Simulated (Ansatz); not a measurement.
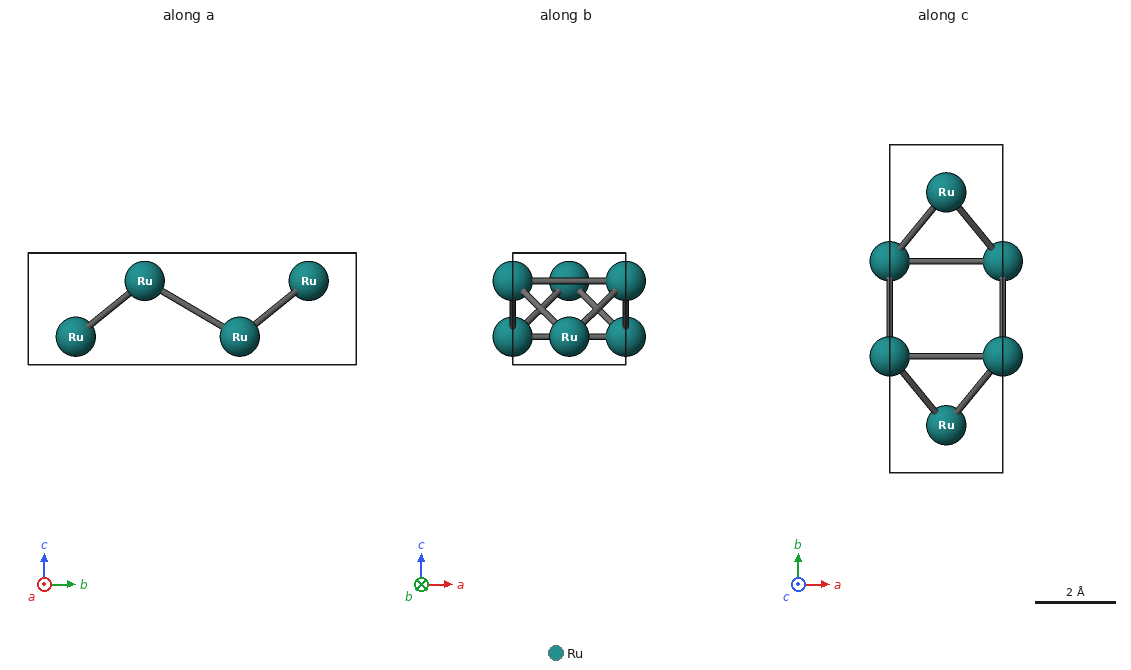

An orthographic ball-and-stick view of the structure, along the a axis, along the b axis and along the c axis. The parallelepiped is the conventional unit cell.

Lattice parameters: a = 2.862 Å, b = 8.299 Å, c = 2.824 Å, α = 90.00°, β = 90.00°, γ = 90.00°. Put a along x and b in the xy plane.

Question: Write down what is shown as a POSCAR file, with free fractional coordinates to two decimals.

Answer:
```
Ru
1.0
     2.862    0.000    0.000
     0.000    8.299    0.000
     0.000    0.000    2.824
Ru
4
Direct
  0.50 0.86 0.75
  0.00 0.64 0.25
  0.00 0.36 0.75
  0.50 0.14 0.25
```

Its origin is a structure type filled with this element by a generator (whether the element takes this form wasn't checked). Earlier steps of the study may have refined or changed the cell and positions. It went into a calculation with Ansatz.

At this level of theory the cell isn't at rest (stretched, at -15 GPa), so its distances can differ from those at equilibrium, the more so the softer the solid.
